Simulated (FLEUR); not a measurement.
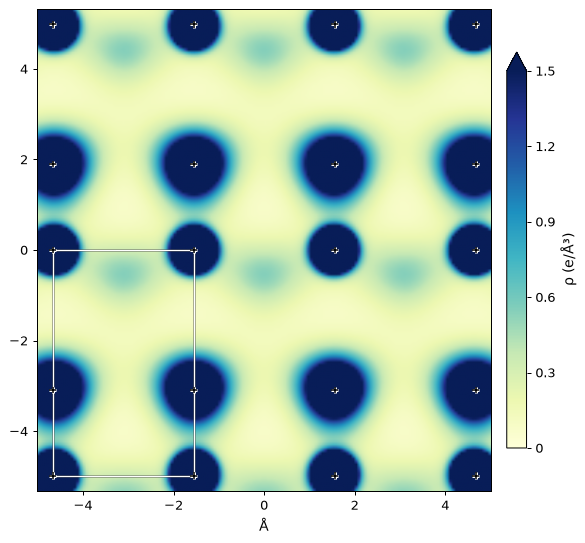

The electron density on a plane through atoms (crosses mark nuclei in the plane).

Computed with Kohn-Sham DFT of a periodic cell, PBEsol, all-electron (FLEUR MaX-R8.1 (later development tree)).

Candidates:
A. ZrC, a = 4.81 Å, b = 4.81 Å, c = 4.81 Å, α = 90.00°, β = 90.00°, γ = 90.00°. Space group Fm-3m.
B. AlN, a = 3.11 Å, b = 3.11 Å, c = 4.98 Å, α = 90.00°, β = 90.00°, γ = 120.00°. Space group P6₃mc.

**Which candidate gave the map?**

Candidate B: AlN on the (010) plane of the conventional cell, which holds Al and N. Al–N (1.89 Å): ρ is about 0.7 e/Å³ halfway.
